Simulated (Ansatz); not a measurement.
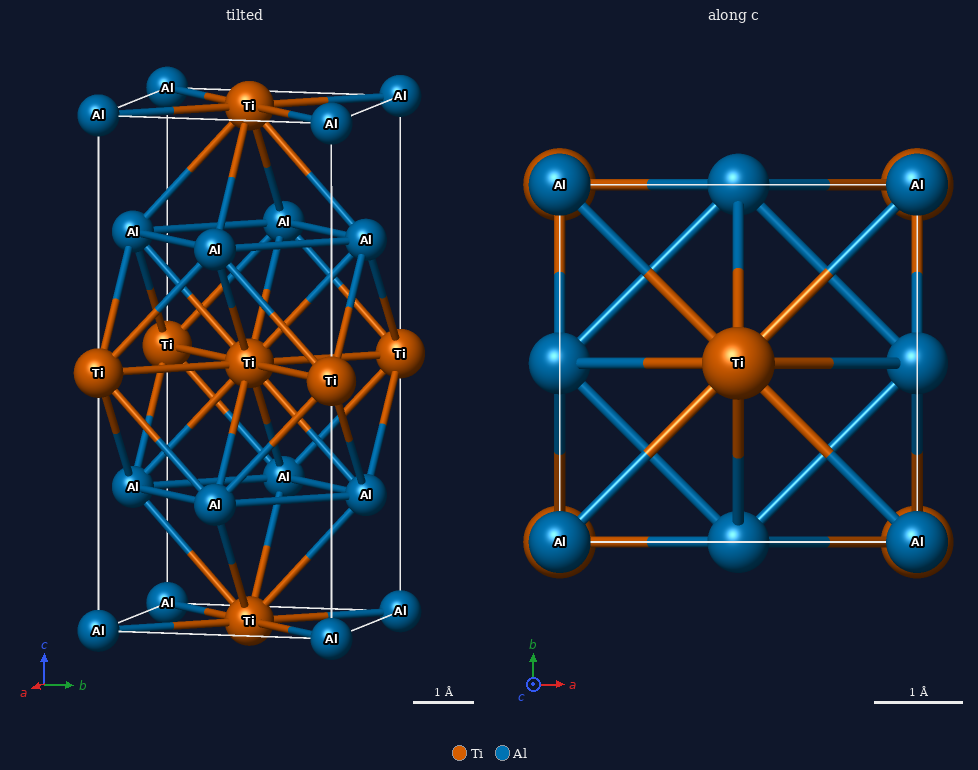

The figure gives a ball-and-stick picture of the atoms, viewed slightly off an axis and along the c axis. One simulation cell is outlined, and atoms on its boundary appear in each equivalent place.

The input file of the run:
```yaml
crystal:
  lattice:
    - [4.077459876, 0.0, 0.0]
    - [0.0, 4.077459876, 0.0]
    - [0.0, 0.0, 8.7117292022]
  atoms:
    - { symbol: Ti, position: [0.0, 0.0, 0.5] }
    - { symbol: Ti, position: [0.5, 0.5, 0.0] }
    - { symbol: Ti, position: [0.5, 0.5, 0.5] }
    - { symbol: Al, position: [0.0, 0.5, 0.2523516174] }
    - { symbol: Al, position: [0.0, 0.5, 0.7476483826] }
    - { symbol: Al, position: [0.5, 0.0, 0.2523516174] }
    - { symbol: Al, position: [0.5, 0.0, 0.7476483826] }
    - { symbol: Al, position: [0.0, 0.0, 0.0] }
basis:
  ecutwfc: 420
kpoints:
  mp_grid: { grid: [10, 10, 6] }
hamiltonian:
  xc: pbesol
scf:
  occupations: { method: gaussian, width: 0.15 }
output:
  forces: true
  stress: true
  eigenvalues: true
```
Run as:
```sh
ansatz run input.yaml --threads 2 --pin off --max-ram 5120MiB --backend cpu --events-out ev --progress --plain --runs-dir out
```

Method used: DFT PBEsol, scalar-relativistic, plane waves, PAW in Ansatz. It ran with 420 eV cutoff, a 10×10×6 k-point grid, Gaussian smearing of 0.15 eV, no spin polarisation.

### Predict the gap.

A metal: bands cross the Fermi level.

### How far is the cell from zero pressure?

The computed pressure is -12.6 GPa (stretched: it would shrink).

Its origin is a structure listed in the Materials Project. The cell was then strained or its atoms displaced on purpose. It was run through Ansatz as a DFT input.

At this level of theory the run's own cell isn't at rest (stretched, at -13 GPa), so its distances can differ from those at equilibrium, the more so the softer the solid.
